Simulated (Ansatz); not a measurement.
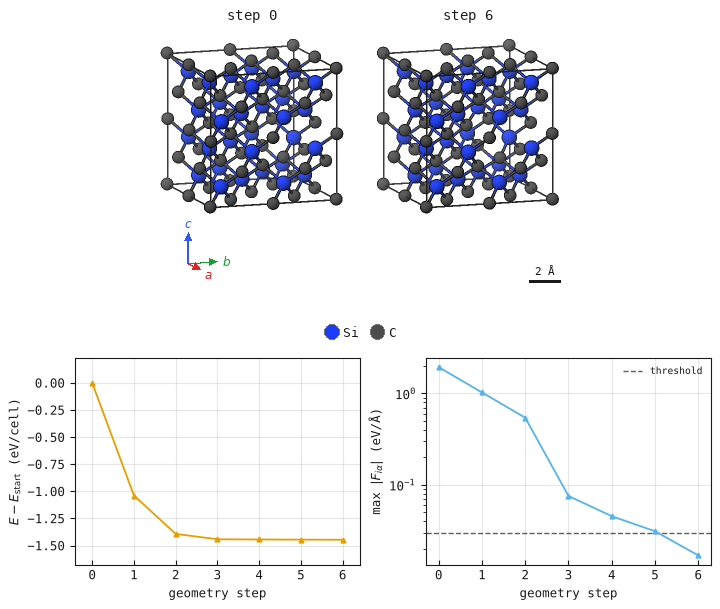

First and last geometry of a relaxation of a defect cell of composition Si31C31 (cell charge −1), with the history of the run. Style: ball-and-stick. Shown: the cell of the calculation (origin shifted), slightly off an axis.

Method: DFT, PBEsol, PAW, plane waves in Ansatz. Set-up: plane-wave cutoff 420 eV; k-point mesh 1 × 1 × 1; mesh shifted by (0.25, 0.25, 0.25); collinear spin; atoms relaxed in a fixed cell; force threshold 0.03 eV/Å; at most 80 steps.

What do the curves and the structures tell?

It converged. A C atom moves most: 0.16 Å along [−2 −3 3]. By element the largest moves are C 0.16 Å, Si 0.07 Å. The cell doesn't change. Some distances before and after: C–Si 1.923 → 1.802 Å, C–Si 1.908 → 1.817 Å, C–Si 1.874 → 1.796 Å, C–Si 1.847 → 1.909 Å. Among the angles between lasting bonds that change: Si–C–Si 107.2° → 113.6°, Si–C–Si 105.4° → 111.4°, C–Si–C 107.7° → 113.5°. The energy falls by 1.447 eV per cell of the calculation in 6 geometry steps. The largest force component goes from 1.9 to 0.017 eV/Å. The run took roughly 7 core-minutes on a shared host.

| step | E − E(0), meV/atom | largest force component, eV/Å |
| --- | --- | --- |
| 0 | 0.00 | 1.9385 |
| 1 | -16.76 | 1.0253 |
| 2 | -22.47 | 0.5424 |
| 3 | -23.27 | 0.0756 |
| 4 | -23.30 | 0.0454 |
| 5 | -23.32 | 0.0311 |
| 6 | -23.34 | 0.0169 |

Limits of the set-up: the cell is charged, on a uniform background, and energies carry no finite-size correction.
